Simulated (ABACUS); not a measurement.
## A series of single points on Nb

System: Nb (1 atom in the cell).
Method: Kohn-Sham DFT of a periodic cell, PBE, PseudoDojo NC SR 0.4.1 PBE standard, no spin polarisation (ABACUS 3.10.1).

The 7 runs differ only in the geometry, by an even scaling of the cell at fixed fractional positions. The structure derives from an entry of the Crystallography Open Database.

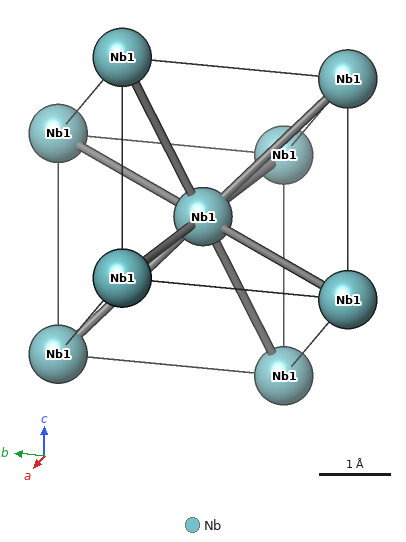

Figure 1. The structure of run 4 (ball-and-stick view of the cell 2 times as large as that of the calculation, set on its symmetry axes, seen at an oblique angle; atoms are numbered from 1 in the order of the input).

### The input of run 4
```
INPUT_PARAMETERS
suffix              Nb
calculation         scf
basis_type          pw
pseudo_dir          ./
symmetry            1
dft_functional      pbe
ecutwfc             82
pseudo_rcut         10
nspin               1
nbands              11
ks_solver           dav
smearing_method     fd
smearing_sigma      0.00367493
scf_thr             1e-08
scf_nmax            100
mixing_type         broyden
mixing_beta         0.7
cal_force           1
cal_stress          1
kpar                4
```

### File STRU of run 4
```
ATOMIC_SPECIES
Nb 92.9064 Nb.upf

LATTICE_CONSTANT
1.8897261246

LATTICE_VECTORS
-1.6639500000 1.6639500000 1.6639500000
1.6639500000 -1.6639500000 1.6639500000
1.6639500000 1.6639500000 -1.6639500000

ATOMIC_POSITIONS
Direct

Nb
0.0
1
0.0000000000 0.0000000000 0.0000000000 1 1 1
```

### File KPT of run 4
```
K_POINTS
0
Gamma
11 11 11 0 0 0
```

Command:
```bash
OMP_NUM_THREADS=1 mpirun -np 4 abacus > log
```

Lattice vectors (Å) and fractional positions of run 4:
```
  -1.663950    1.663950    1.663950
   1.663950   -1.663950    1.663950
   1.663950    1.663950   -1.663950
Nb  0.000000  0.000000  0.000000
```

Run 6 differs from it as follows:
```diff
--1.6639500000 1.6639500000 1.6639500000
-1.6639500000 -1.6639500000 1.6639500000
-1.6639500000 1.6639500000 -1.6639500000
+-1.6858465900 1.6858465900 1.6858465900
+1.6858465900 -1.6858465900 1.6858465900
+1.6858465900 1.6858465900 -1.6858465900
```

### Results, with one run withheld

| run | volume per atom (Å³) | free energy per atom, from the lowest run given (meV) | pressure (GPa) |
| --- | --- | --- | --- |
| 1 | 17.322 | 25.45 | 9.51 |
| 2 | 17.691 | 8.22 | 5.43 |
| 3 | 18.060 | 0.00 | 1.67 |
| 4 | 18.428 | 0.11 | −1.80 |
| 5 | 18.797 | 7.85 | −4.97 |
| 6 | 19.165 | ? | ? |
| 7 | 19.534 | 43.64 | −10.49 |

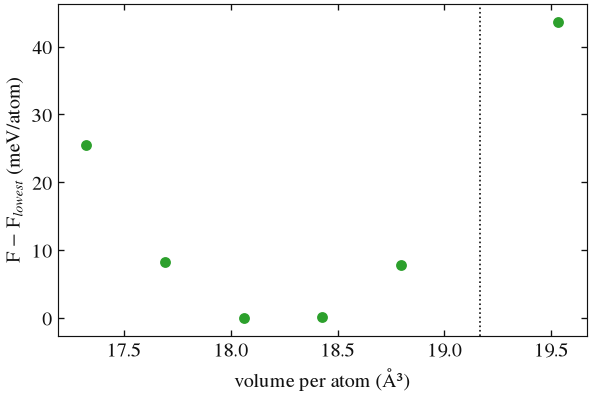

Figure 2. Free energy per atom of the runs given; the dotted line marks run 6.

Fit the runs given and predict run 6.

A cubic polynomial in V^(−2/3) (the Birch–Murnaghan form), fitted to the 6 runs given, misses them by at most 0.02 meV per atom. With x = V^(−2/3) − 0.14410 Å⁻², it reads F = −0.8708 − 481 x + 1.053e+06 x² − 2.7286e+06 x³ (meV per atom). At run 6 it gives 22.51 meV per atom, and the run itself gives 22.57. The slope of the fit gives a pressure −dF/dV of −7.82 GPa there, and the run prints −7.86 GPa. The fit has its minimum at 18.238 Å³ per atom, where V d²F/dV² gives 171 GPa: the bulk modulus at this level, since symmetry fixes the shape and the positions.

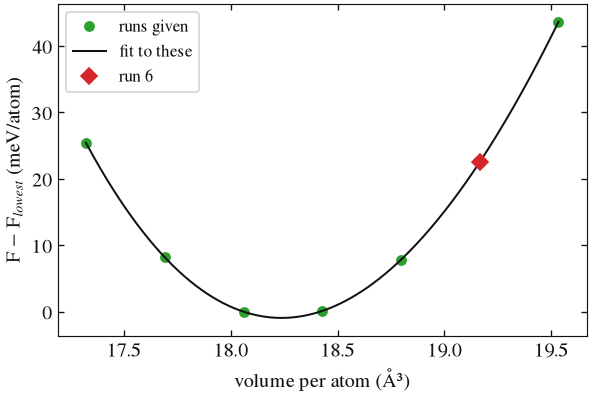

Figure 3. The fit and the withheld run.

### Some lines of the output (run 6)
```
[...]
                          Volume (Bohr^3) = 129.333
                             Volume (A^3) = 19.1652
 E_Fermi        1.2789904896         17.4015583470
 E_Fermi        1.2246151979         16.6617445487
 E_Fermi        1.2291837011         16.7239022232
 E_Fermi        1.2275555316         16.7017498408
 E_Fermi        1.2276729528         16.7033474389
 E_KS(sigma->0) -124.5691304990      -1694.8499696918
 E_Fermi        1.2276621237         16.7032001014
 final etot is -1694.8570802 eV
 EFERMI = 16.703200101 eV
 TOTAL-PRESSURE: -78.630935 KBAR
 !FINAL_ETOT_IS -1694.8570802220501719 eV
```
